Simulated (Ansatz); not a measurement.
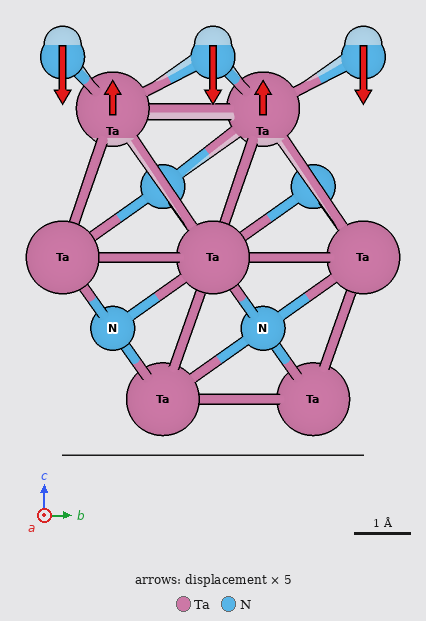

This is a constrained relaxation of a slab of composition TaN (cut from the Fm-3m phase). The starting structure is drawn faded, the final one solid; red arrows show the displacements, 5 times their true length.

The picture is a ball-and-stick view of the cell of the calculation, outlined in the plane, without the vacuum (origin shifted), seen along the a axis.

Case: clean slab, lower planes held. The slab is the (1 1 1) face of TaN. 12 atoms are held fixed.

Theory: DFT PBE+D3(BJ), scalar-relativistic, plane waves, PAW (Ansatz).

Input file:
```yaml
crystal:
  lattice:
    - [6.2014901195, 0.0, 0.0]
    - [-3.1007450597, 5.3706479848, 0.0]
    - [0.0, 0.0, 22.329369349]
  atoms:
    - { symbol: Ta, position: [0.1666666667, 0.3333333333, 0.3582725457] }
    - { symbol: Ta, position: [0.1666666667, 0.8333333333, 0.3582725457] }
    - { symbol: Ta, position: [0.6666666667, 0.3333333333, 0.3582725457] }
    - { symbol: Ta, position: [0.6666666667, 0.8333333333, 0.3582725457] }
    - { symbol: "N", position: [0.3333333333, 0.1666666667, 0.4149635274] }
    - { symbol: "N", position: [0.3333333333, 0.6666666667, 0.4149635274] }
    - { symbol: "N", position: [0.8333333333, 0.1666666667, 0.4149635274] }
    - { symbol: "N", position: [0.8333333333, 0.6666666667, 0.4149635274] }
    - { symbol: Ta, position: [0.5, 0.5, 0.4716545091] }
    - { symbol: Ta, position: [0.5, 0.0, 0.4716545091] }
    - { symbol: Ta, position: [0.0, 0.5, 0.4716545091] }
    - { symbol: Ta, position: [0.0, 0.0, 0.4716545091] }
    - { symbol: "N", position: [0.6666666667, 0.3333333333, 0.5283454909] }
    - { symbol: "N", position: [0.6666666667, 0.8333333333, 0.5283454909] }
    - { symbol: "N", position: [0.1666666667, 0.3333333333, 0.5283454909] }
    - { symbol: "N", position: [0.1666666667, 0.8333333333, 0.5283454909] }
    - { symbol: Ta, position: [0.8333333333, 0.6666666667, 0.5850364726] }
    - { symbol: Ta, position: [0.8333333333, 0.1666666667, 0.5850364726] }
    - { symbol: Ta, position: [0.3333333333, 0.6666666667, 0.5850364726] }
    - { symbol: Ta, position: [0.3333333333, 0.1666666667, 0.5850364726] }
    - { symbol: "N", position: [0.0, 0.5, 0.6417274543] }
    - { symbol: "N", position: [0.0, 0.0, 0.6417274543] }
    - { symbol: "N", position: [0.5, 0.5, 0.6417274543] }
    - { symbol: "N", position: [0.5, 0.0, 0.6417274543] }
basis:
  ecutwfc: 420
kpoints:
  mp_grid: { grid: [4, 4, 1] }
hamiltonian:
  xc: pbe
  dispersion: d3bj
scf:
  occupations: { method: gaussian, width: 0.1 }
output:
  forces: true
  eigenvalues: true
  write_density: true
  write_potential: true
  elf: true
  volumetric_format: npy
relax:
  adjacent_minimum: "off"
  f_tol: 0.03
  max_steps: 70
  constraints: [{ sites: [0, 1, 2, 3, 4, 5, 6, 7, 8, 9, 10, 11] }]
efield:
  axis: 3
  dipole_correction: true
  ramp_width: 0.04
```

Launched with:
```bash
ansatz run input.yaml --threads 4 --pin off --max-ram 10240MiB --backend cpu --events-out ev --progress --plain --runs-dir out
```

Which element moves most?

Answer. Nitrogen: up to 0.22 Å, against 0.13 Å for tantalum.

What happened in the run?

Answer. The largest moves, 0.22 Å, are those of N21, N22, N23 and N24. N21 goes along the normal (−c). Largest moves by element: N 0.22 Å, Ta 0.13 Å. The lattice vectors keep their values. Near-neighbour distances that change, for instance: Ta17–N21 2.193 → 2.012 Å, Ta10–Ta18 3.101 → 3.208 Å, N13–Ta17 2.193 → 2.271 Å. Bond angles that change, for instance: Ta17–N23–Ta19 90.0° → 100.8°, Ta17–N16–Ta19 90.0° → 86.1°, Ta10–N16–Ta17 180.0° → 177.3°. Over 4 geometry steps the energy falls by 3.656 eV per cell of the calculation. The largest force component goes from 5.5 to 0.003 eV/Å.
